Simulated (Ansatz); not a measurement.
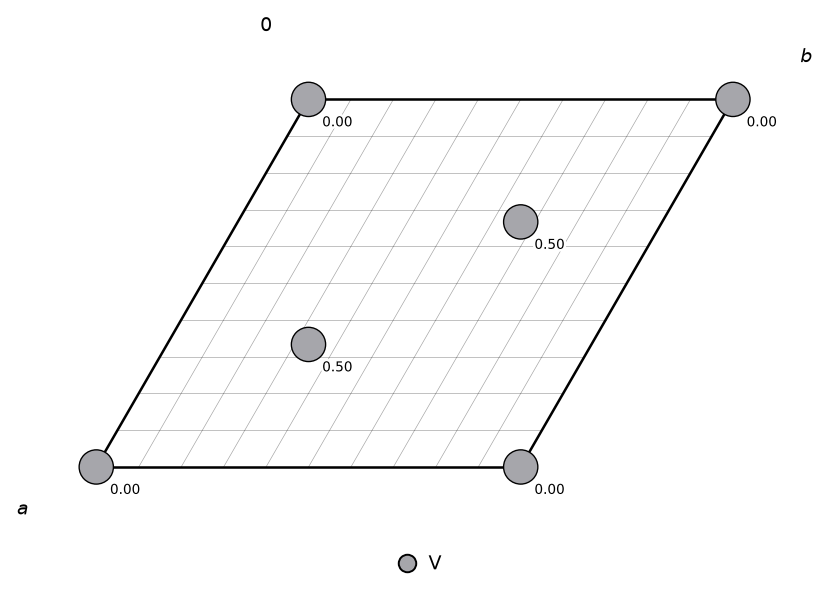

Plan of a unit cell projected along c (a down the page, b across); the numbers are heights as fractions of c, and atoms on the cell's edges are repeated. The grid marks tenths of a and b. Source: coordinates from a relaxation with DFT, revPBE, plane waves (420 eV) with PAW, scalar-relativistic (Ansatz 0.2.0); the starting structure was generated, so it need not be a known form of this composition. All values are computed from the atomic coordinates in the standard setting (tolerance 0.002 Å).

a = 4.476 Å, b = 4.476 Å, c = 2.407 Å, α = 90.00°, β = 90.00°, γ = 120.00°.

Q: What does the cell contain?

A: 3 V: V, Z = 3.

Q: Which space group?

A: P6/mmm (No. 191), primitive hexagonal.

Q: Give the independent sites, coordinates to two places.

A:
```csv
atom,site,symmetry,x,y,z
V,1a,6/mmm,0.00,0.00,0.00
V,2d,-6m2,0.33,0.67,0.50
```
